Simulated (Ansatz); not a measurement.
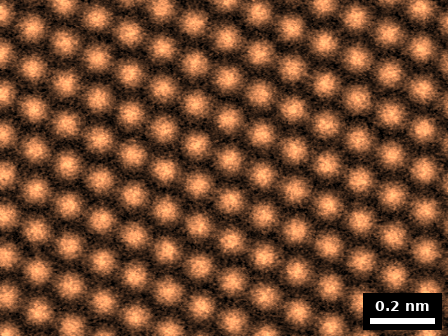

iDPC-like image of a crystal. Simulated as the projected potential of neutral atoms (B = 0.8 Å²) blurred by a 0.62 Å probe, the thin-sample limit of integrated differential phase contrast. Shot noise and a slight drift were added.

Measure the repeat of the pattern.

The pattern repeats on a centred rectangular net of 1.1 × 2.3 Å.

What is the plane group of the image?

c2mm: perpendicular mirror lines on a centred net, with further twofold points between them.

How many columns does the smallest repeating cell hold, and how many levels of brightness?

1 column in the primitive cell of 1.3 Å², all of one brightness.

The crystal is Ni (P6/mmm, No. 191) seen along [201]. Atomic positions: coordinates from a relaxation with Ansatz, DFT, PBEsol, plane waves (420 eV) with PAW, scalar-relativistic; the starting structure was generated, so it need not be a known form of this composition.
